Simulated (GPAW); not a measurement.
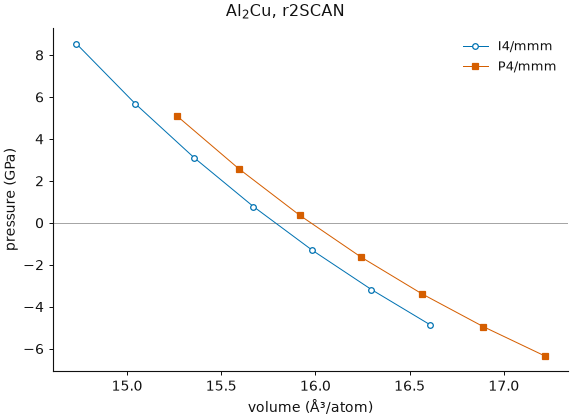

Plotted: pressure against volume, with one curve for each structure, for Al₂Cu.

How it was computed, with GPAW 26.7.0: PAW DFT in plane waves, on a grid or in atomic orbitals, no spin polarisation; energies at scaled volumes of the given cell, shape and fractions fixed, counted from the fit's minimum, third-order Birch-Murnaghan fit. Level: r2SCAN.

```
       setting                                 value
   occupations                           Fermi–Dirac
smearing width                               0.05 eV
    potentials  GPAW PAW data sets (gpaw data 1.2.1)
   wave cutoff                                600 eV
```

Settings that differ: I4/mmm: k mesh 8×8×8; P4/mmm: k mesh 7×7×9.

### Order the curves by fitted equilibrium volume, smallest first.

I4/mmm 15.794, P4/mmm 15.984 Å³/atom.

### Order the curves by fitted bulk modulus, smallest first.

P4/mmm 100.9, I4/mmm 106.4 GPa.

Keep in mind: shape and atomic fractions are frozen while scaling, which makes layered, chain and framework solids too stiff.

The computed values:

I4/mmm:
```csv
volume (Å³/atom),pressure (GPa)
14.73,8.55
15.04,5.68
15.36,3.10
15.67,0.78
15.98,-1.31
16.30,-3.18
16.61,-4.87
```

P4/mmm:
```csv
volume (Å³/atom),pressure (GPa)
15.27,5.08
15.59,2.59
15.92,0.36
16.24,-1.63
16.57,-3.39
16.89,-4.95
17.22,-6.34
```
